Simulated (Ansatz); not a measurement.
# Two runs on ZrC

System: ZrC (2 atoms in the cell).
Method of run 1: DFT PBEsol, scalar-relativistic, plane waves, PAW, no spin polarisation (Ansatz 0.2.0).

The structure derives from an entry of the Crystallography Open Database. Text and figures count atoms from 1; the logs count them from 0 in places.

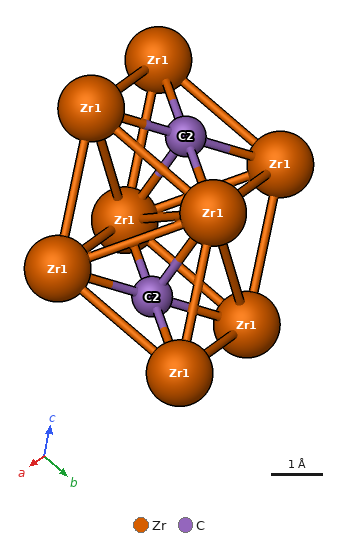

Fig. 1: The structure (ball-and-stick view of the reduced cell, seen slightly off an axis; atoms are numbered from 1 in the order of the input). An atom can appear more than once, as a periodic image.

### The input, run 1
```yaml
crystal:
  lattice:
    - [3.2188795813, -2.28e-08, 0.0003827805]
    - [-2.28e-08, 3.2188795813, 0.0003827805]
    - [1.6097259713, 1.6097259713, 2.3608422]
  atoms:
    - { symbol: Zr, position: [0.0, 0.0, 0.0] }
    - { symbol: C, position: [0.5, 0.5, 0.0] }
basis:
  ecutwfc: 420
kpoints:
  mp_grid: { grid: [11, 11, 14] }
hamiltonian:
  xc: pbesol
scf:
  occupations: { method: gaussian, width: 0.1 }
output:
  forces: true
  stress: true
  eigenvalues: true
```

Launched with:
```bash
ansatz run input.yaml --threads 2 --pin off --max-ram 5120MiB --backend cpu --events-out ev --progress --plain --runs-dir out
```

Hardware: 2 threads of Arm Neoverse N1, 24 GiB of memory available, shared host.

### Output, shortened to warnings, some set-up lines, iterations and results (run 1)
```
Basis set: ecut = 420 eV, 491 PW (Γ), exchange–correlation on 48×48×48 points (8 copies of the dense FFT grid, shifted against one another)
Symmetry: 4 space group operations
k-points: 468 of 1694
Initial density: superposition of atomic densities (neutral atoms: chi_scale 0, normalization atom), corrected by the library's trained network
[...]
SCF iter   1: F=—  HF=-4377.119502 eV  |F-HF|=—  |Δ(HF+E_count)|=         —  Δρ=9.91e-3  dr2=3.05e-2  ethr=1.77e-3  ⟨swp⟩=5.0  Hψ=28200  notcnv=0
SCF iter   2: F=—  HF=-4377.115012 eV  |F-HF|=—  |Δ(HF+E_count)|=   4.49e-3  Δρ=6.28e-3  dr2=1.30e-2  ethr=1.91e-4  ⟨swp⟩=1.0  Hψ=9360  notcnv=0
SCF iter   3: F=—  HF=-4377.112027 eV  |F-HF|=—  |Δ(HF+E_count)|=   2.99e-3  Δρ=7.17e-4  dr2=5.81e-5  ethr=8.14e-5  ⟨swp⟩=2.0  Hψ=7220  notcnv=0
SCF iter   4: F=—  HF=-4377.112005 eV  |F-HF|=—  |Δ(HF+E_count)|=   2.17e-5  Δρ=1.66e-4  dr2=2.65e-6  ethr=3.63e-7  ⟨swp⟩=2.3  Hψ=9274  notcnv=0
SCF iter   5: F=-4377.112006 eV  HF=-4377.112006 eV  |F-HF|=4.78e-8  |Δ(HF+E_count)|=   3.75e-7  Δρ=1.93e-5  dr2=6.36e-8  ethr=1.65e-8  ⟨swp⟩=2.1  Hψ=9187  notcnv=0
SCF iter   6: F=-4377.112006 eV  HF=-4377.112006 eV  |F-HF|=2.79e-10  |Δ(HF+E_count)|=   2.47e-8  Δρ=2.29e-6  dr2=6.75e-10  ethr=3.98e-10  ⟨swp⟩=2.3  Hψ=20623  notcnv=0
SCF 1 converged in 6 iterations: F = -4377.112006 eV  dr2 = 6.75e-10
SCF converged after 6 iterations
Free energy (F): -4377.112006 eV
Harris-Foulkes:  -4377.112006 eV  (|F-HF|=2.79e-10)
Internal energy: -4377.110342 eV  (E = F + TS)
E sigma→0 (E₀):  -4377.111174 eV
Entropy (-TS):   -0.001663 eV (-0.832 meV/atom)
Fermi energy:    15.793874 eV
--- Per-component energies (eV) ---
  E_band       = -32.560605
  E_kinetic    = 426.290400
  E_local      = -565.623454  (includes V_loc(G=0)·N_el)
  E_nonlocal   = 106.489109
  E_hartree    = 170.460666
  E_xc         = -211.107261
  E_vxc        = -253.558109  (∫ρ·V_xc dr)
  E_paw        = -2994.485859  (= ΣΔE_a)
  E_vpaw       = -87.079493  (= ΣTr[D̂ρ^β])
  E_aug_tail   = 0.000028  (compensation charges beyond the density's cutoff)
  E_ewald      = -1309.320793
  E_core_change = 0.186821  (= ΣΔE_core)
  E_smearing   = -0.001663  (= −TS)
  E_closure    = -0.000000  (closes the sum)
  Σ components = -4377.112006   (vs F -4377.112006, Δ=0.00e0)
--- Forces (eV/Å), atoms counted from 1 ---
  atom   1  Zr     0.00000000     0.00000000     0.00000000
  atom   2  C      0.00000000     0.00000000     0.00000000
  max |Σ_I F_I| component: 1.58e-30 eV/Å
--- Stress (GPa, compression-positive) ---
       16.194956      -0.057349       0.019463
       -0.057349      16.194956       0.019463
        0.019463       0.019463      -0.073136
  P = ⅓ Tr σ = 10.7723 GPa (107.723 kbar)
```

The input of run 2 differs as follows (lines with − go, lines with + come):
```diff
-  mp_grid: { grid: [11, 11, 14] }
+  mp_grid: { grid: [9, 9, 11] }
```

How does run 2 compare with run 1?

The free energy of run 2 is 0.30 meV per atom higher, which measures how much it depends on this numerical setting. The number of SCF iterations is the same. The irreducible k-points go from 468 to 250. On the same kind of shared host run 2 took about 0.56 times as long.

### Output, shortened to warnings, some set-up lines, iterations and results (run 2)
```
Basis set: ecut = 420 eV, 491 PW (Γ), exchange–correlation on 48×48×48 points (8 copies of the dense FFT grid, shifted against one another)
Symmetry: 4 space group operations
k-points: 250 of 891
Initial density: superposition of atomic densities (neutral atoms: chi_scale 0, normalization atom), corrected by the library's trained network
[...]
SCF iter   1: F=—  HF=-4377.118857 eV  |F-HF|=—  |Δ(HF+E_count)|=         —  Δρ=9.86e-3  dr2=3.02e-2  ethr=1.77e-3  ⟨swp⟩=5.0  Hψ=15083  notcnv=0
SCF iter   2: F=—  HF=-4377.114389 eV  |F-HF|=—  |Δ(HF+E_count)|=   4.47e-3  Δρ=6.25e-3  dr2=1.29e-2  ethr=1.89e-4  ⟨swp⟩=1.0  Hψ=5000  notcnv=0
SCF iter   3: F=—  HF=-4377.111433 eV  |F-HF|=—  |Δ(HF+E_count)|=   2.96e-3  Δρ=7.16e-4  dr2=5.82e-5  ethr=8.05e-5  ⟨swp⟩=2.0  Hψ=3843  notcnv=0
SCF iter   4: F=—  HF=-4377.111411 eV  |F-HF|=—  |Δ(HF+E_count)|=   2.20e-5  Δρ=1.66e-4  dr2=2.62e-6  ethr=3.64e-7  ⟨swp⟩=2.3  Hψ=4967  notcnv=0
SCF iter   5: F=-4377.111412 eV  HF=-4377.111412 eV  |F-HF|=4.60e-8  |Δ(HF+E_count)|=   3.84e-7  Δρ=1.90e-5  dr2=6.13e-8  ethr=1.64e-8  ⟨swp⟩=2.1  Hψ=4904  notcnv=0
SCF iter   6: F=-4377.111412 eV  HF=-4377.111412 eV  |F-HF|=9.09e-11  |Δ(HF+E_count)|=   2.41e-8  Δρ=1.63e-6  dr2=3.35e-10  ethr=3.83e-10  ⟨swp⟩=2.3  Hψ=10910  notcnv=0
SCF 1 converged in 6 iterations: F = -4377.111412 eV  dr2 = 3.35e-10
SCF converged after 6 iterations
Free energy (F): -4377.111412 eV
Harris-Foulkes:  -4377.111412 eV  (|F-HF|=9.09e-11)
Internal energy: -4377.110290 eV  (E = F + TS)
E sigma→0 (E₀):  -4377.110851 eV
Entropy (-TS):   -0.001121 eV (-0.561 meV/atom)
Fermi energy:    15.778990 eV
--- Per-component energies (eV) ---
  E_band       = -32.547405
  E_kinetic    = 426.292662
  E_local      = -565.641552  (includes V_loc(G=0)·N_el)
  E_nonlocal   = 106.492222
  E_hartree    = 170.473814
  E_xc         = -211.106227
  E_vxc        = -253.557082  (∫ρ·V_xc dr)
  E_paw        = -2994.487266  (= ΣΔE_a)
  E_vpaw       = -87.081055  (= ΣTr[D̂ρ^β])
  E_aug_tail   = 0.000028  (compensation charges beyond the density's cutoff)
  E_ewald      = -1309.320793
  E_core_change = 0.186821  (= ΣΔE_core)
  E_smearing   = -0.001121  (= −TS)
  E_closure    = -0.000000  (closes the sum)
  Σ components = -4377.111412   (vs F -4377.111412, Δ=0.00e0)
--- Forces (eV/Å), atoms counted from 1 ---
  atom   1  Zr     0.00000000    -0.00000000    -0.00000000
  atom   2  C     -0.00000000     0.00000000    -0.00000000
  max |Σ_I F_I| component: 1.58e-30 eV/Å
--- Stress (GPa, compression-positive) ---
       16.157080       0.055917      -0.087856
        0.055917      16.157080      -0.087856
       -0.087856      -0.087856      -0.178538
  P = ⅓ Tr σ = 10.7119 GPa (107.119 kbar)
```

### The two runs side by side

| quantity | run 1 | run 2 |
| --- | --- | --- |
| outcome | converged | converged |
| free energy per atom (eV) | −2188.5560 | −2188.5557 |
| energy per atom, smearing taken to zero (eV) | −2188.5556 | −2188.5554 |
| gap on the mesh (eV) | 0.00 | 0.00 |
| pressure (GPa) | 10.77 | 10.71 |
| largest force (eV/Å) | 0.000 | 0.000 |
| SCF iterations | 6 | 6 |
| irreducible k-points | 468 | 250 |
| plane waves at Γ | 491 | 491 |
| wall time (shared host) | 6.8 s | 3.8 s |

For run 2: These settings are looser than, or depart from, a standard set-up, so the numbers are not reference values for this system.
